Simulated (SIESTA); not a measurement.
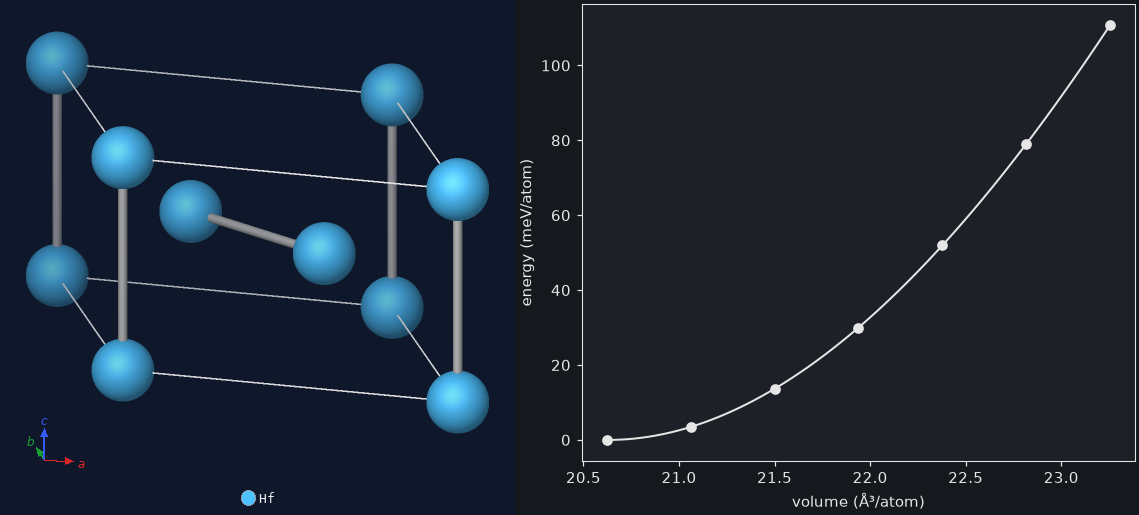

The picture above shows the energy against volume for Hf, space group P6/mmm (No. 191). The conventional cell is drawn beside the plot.

Structure:
```xyz
3
Lattice="4.9623 0.0000 0.0000 -2.4812 4.2975 0.0000 0.0000 0.0000 3.0862" Properties=species:S:1:pos:R:3 pbc="T T T"
Hf    0.0000    0.0000    0.0000
Hf    0.0000    2.8650    1.5431
Hf    2.4812    1.4325    1.5431
```

Calculation (SIESTA 5.4.2): DFT in numerical atomic orbitals with pseudopotentials, no spin polarisation; energies at scaled volumes of the given cell, shape and fractions fixed, counted from the fit's minimum, third-order Birch-Murnaghan fit. Level: LDA.

- k mesh: 6×6×9
- occupations: Fermi–Dirac
- smearing width: 0.05 eV
- potentials: PseudoDojo 0.4 standard, converted to PSML, two zetas on semicore shells
- program settings: basis DZP, mesh cutoff 800 Ry

From this curve and the settings, what does the calculation give for the pressure at the same points?

The pressure falls from 0.05 GPa at volume 20.62 Å³/atom to −12.39 GPa at 23.25 Å³/atom.

```
volume (Å³/atom)  pressure (GPa)
           20.62            0.05
           21.06           -2.51
           21.50           -4.86
           21.94           -7.01
           22.38           -8.97
           22.82          -10.74
           23.25          -12.39
```

Caveats: the fit and the printed pressures don't fully agree, or the minimum lies near the end of the range; mulliken charges of long orbitals; short basis over semicore shells; shape and atomic fractions are frozen while scaling, which makes layered, chain and framework solids too stiff.
